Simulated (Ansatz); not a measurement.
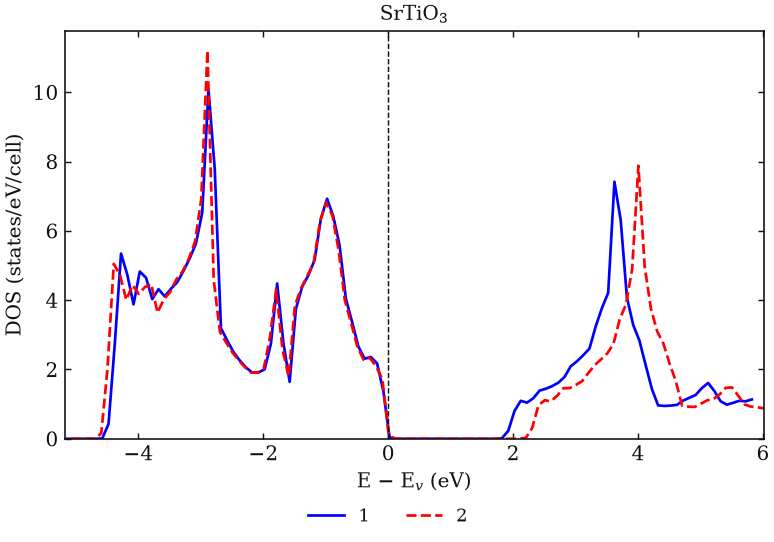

Total densities of states of SrTiO₃, space group Pm-3m (No. 221), 5 atoms in the cell, by two methods on the same cell. Each is counted from its own valence-band top.

**Which curve is which? The methods: PBE, r2SCAN.**

1 is PBE; 2 is r2SCAN. PBE gives a gap of 1.84 eV and r2SCAN gives a gap of 2.21 eV.

Settings. PBE: DFT PBE, scalar-relativistic, plane waves, PAW, no spin polarisation, 8×8×8 k mesh, 420 eV cutoff, Gaussian smearing of 0.02 eV (Ansatz). r2SCAN: DFT r2SCAN, scalar-relativistic, plane waves, PAW, no spin polarisation, 8×8×8 k mesh, 500 eV cutoff, Gaussian smearing of 0.02 eV (Ansatz).
